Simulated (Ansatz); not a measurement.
Al: several calculations on one system

### Relaxation

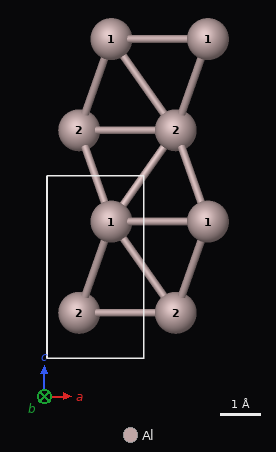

A crystal of Al (set up in P2_1/m), before the relaxation. The picture is a ball-and-stick view of the cell of the calculation, repeated 2 × 1 × 2 with one cell outlined, seen along the b axis.

Case: uniaxial strain along a of +2.0 %; b, c and atoms relaxed.

These are results of DFT PBE+D3(BJ), scalar-relativistic, plane waves, PAW (Ansatz 0.2.0), not measurements.

The input:
```yaml
crystal:
  lattice:
    - [2.8599001185, 0.0, 0.0]
    - [-1.4299500592, 2.4160415923, 0.0]
    - [0.0, 0.0, 4.6530164067]
  atoms:
    - { symbol: Al, position: [0.6668792754, 0.3339562222, 0.75] }
    - { symbol: Al, position: [0.3331207246, 0.6660437778, 0.25] }
basis:
  ecutwfc: 420
kpoints:
  mp_grid: { grid: [24, 24, 12] }
hamiltonian:
  xc: pbe
  dispersion: d3bj
scf:
  occupations: { method: gaussian, width: 0.1 }
output:
  forces: true
  stress: true
  eigenvalues: true
relax:
  adjacent_minimum: "off"
  f_tol: 0.008
  max_steps: 40
  cell: { stress_tol: 0.015, fix: [a, angles] }
```

Launched with:
```bash
ansatz run input.yaml --threads 1 --pin off --max-ram 2560MiB --backend cpu --events-out ev --progress --plain --runs-dir out
```

Predict the outcome.

After 3 accepted moves (4 points after the start) the energy has fallen by 0.1 meV per atom. The largest force component goes from 0.0043 to under 0.0001 eV/Å. Pressure: −0.78 GPa at the start and −0.52 GPa at the end. The SCF was repeated once at an unchanged geometry on a basis and grid sized afresh for the cell, which shifted the energy by less than 0.05 meV per atom at most. No atom moves by more than 0.005 Å relative to the cell. The drawn cell changes as follows: a unchanged at 2.860 Å, b 2.807 → 2.810 Å (+0.1 %), c 4.653 → 4.633 Å (−0.4 %); the volume changes by −0.3 %. Among the contacts that change: Al1–Al2 2.847 → 2.837 Å, Al1–Al2 (another image) 2.831 → 2.827 Å. The space group stays Cmcm (No. 63).

### Relaxation

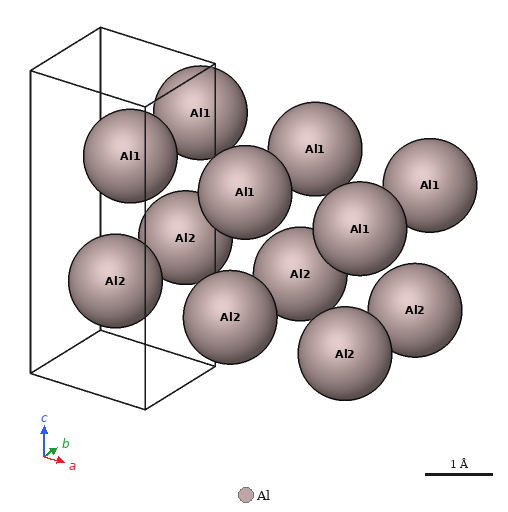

A crystal of Al (set up in Cmcm), before the relaxation. The picture is a spheres-only view of the cell of the calculation, repeated 3 × 2 × 1 with one cell outlined, seen slightly off an axis.

Case: uniaxial strain along a of -1.0 %; b, c and atoms relaxed.

These are results of DFT PBE+D3(BJ), scalar-relativistic, plane waves, PAW (Ansatz), not measurements.

The input:
```yaml
crystal:
  lattice:
    - [2.7757854091, 0.0, 0.0]
    - [-1.3878927046, 2.4342529611, 0.0]
    - [0.0, 0.0, 4.6880893947]
  atoms:
    - { symbol: Al, position: [0.6666666667, 0.3333333333, 0.75] }
    - { symbol: Al, position: [0.3333333333, 0.6666666667, 0.25] }
basis:
  ecutwfc: 420
kpoints:
  mp_grid: { grid: [24, 24, 12] }
hamiltonian:
  xc: pbe
  dispersion: d3bj
scf:
  occupations: { method: gaussian, width: 0.1 }
output:
  forces: true
  stress: true
  eigenvalues: true
relax:
  adjacent_minimum: "off"
  f_tol: 0.008
  max_steps: 40
  cell: { stress_tol: 0.015, fix: [a, angles] }
```

Run as
```bash
ansatz run input.yaml --threads 1 --pin off --max-ram 2560MiB --backend cpu --events-out ev --progress --plain --runs-dir out
```

> What does the optimiser find from here?

The atoms keep their places relative to the cell (all moves are under 0.005 Å). The volume changes by −0.2 %, with a unchanged at 2.776 Å, b 2.802 → 2.808 Å (+0.2 %), c 4.688 → 4.668 Å (−0.4 %). Near-neighbour distances that change, for instance: Al1–Al2 2.851 → 2.842 Å, Al1–Al1 2.802 → 2.808 Å. The space group stays Cmcm (No. 63). The energy falls by 0.2 meV per atom in 2 accepted moves (3 points after the start). Largest force component: 0.0039 eV/Å at the start, under 0.0001 eV/Å at the end. Pressure: 0.49 GPa at the start and 0.65 GPa at the end. The SCF was repeated once at an unchanged geometry on a basis and grid sized afresh for the cell, which shifted the energy by less than 0.05 meV per atom at most.

### A change

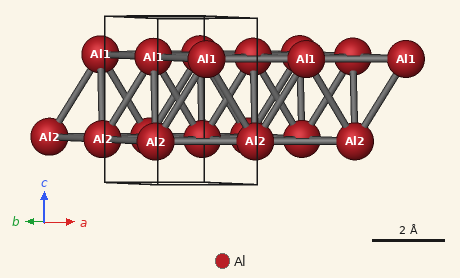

Reference structure: crystalline Al (set up in P6_3/mmc). Style: ball-and-stick. Shown: the cell of the calculation, repeated 3 × 3 × 1 with one cell outlined, from a free direction.

Computed with Ansatz 0.2.0, DFT PBE+D3(BJ), scalar-relativistic, plane waves, PAW. Settings: plane-wave cutoff 420 eV; k-point mesh 24 × 24 × 12; occupations gaussian; smearing width 0.1 eV; no spin polarisation.

The variant: Uniaxial strain along a, +3.0 %, is applied. The b and c axes and the atoms are relaxed.

Predict the response.

Answer. The drawn cell changes as follows: a 2.804 → 2.888 Å (+3.0 %), b 2.804 → 2.806 Å (+0.1 %), c 4.676 → 4.627 Å (−1.1 %), γ 120.0° → 120.9°; the volume changes by +1.0 %. The largest moves relative to the cell, 0.006 Å, are those of Al1 and Al2. Al1 goes along [1 2 0]. Some distances before and after: Al–Al 2.804 → 2.806 to 2.888 Å, Al–Al 2.844 → 2.822 to 2.840 Å. The space group (tolerance 0.01 Å) goes from P6_3/mmc (No. 194) to Cmcm (No. 63). Energy change: +3.7 meV per atom. Pressure: 0.0 GPa before, −0.8 GPa after. The principal stresses (compression positive) are −2.3 GPa along a and none across it.

The changed structure in the same view:

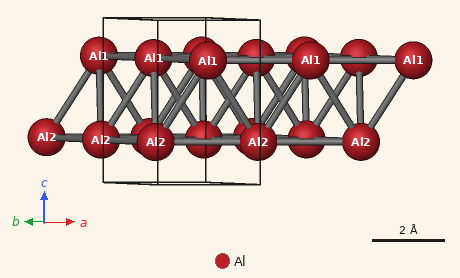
